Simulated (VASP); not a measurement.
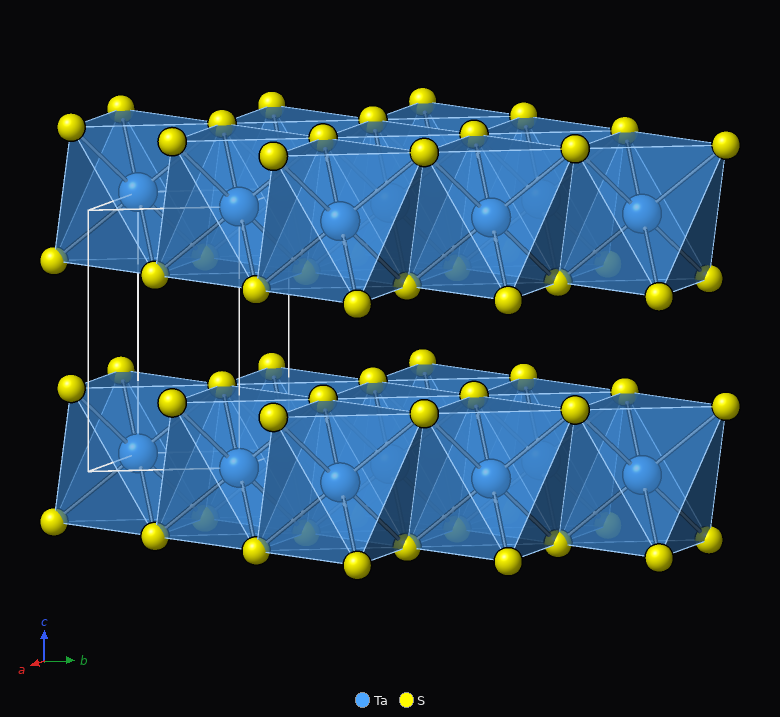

Polyhedra are drawn about Ta (bonds: S–Ta below 2.8 Å); other atoms are plain spheres.

TaS2 (space group P-3m1, No. 164): the geometry relaxed with VASP Kohn-Sham DFT of a periodic cell, PBEsol with D3(BJ), VASP PAW PBE potentials, recommended in VASP 6.6.1.

Sharing among the drawn polyhedra:

```csv
site,polyhedron,corner-sharing neighbours,edge-sharing,face-sharing,bond (Å)
Ta,TaS6 octahedron,0,6,0,2.45
```

They form layers of edge-sharing octahedra parallel to (001).
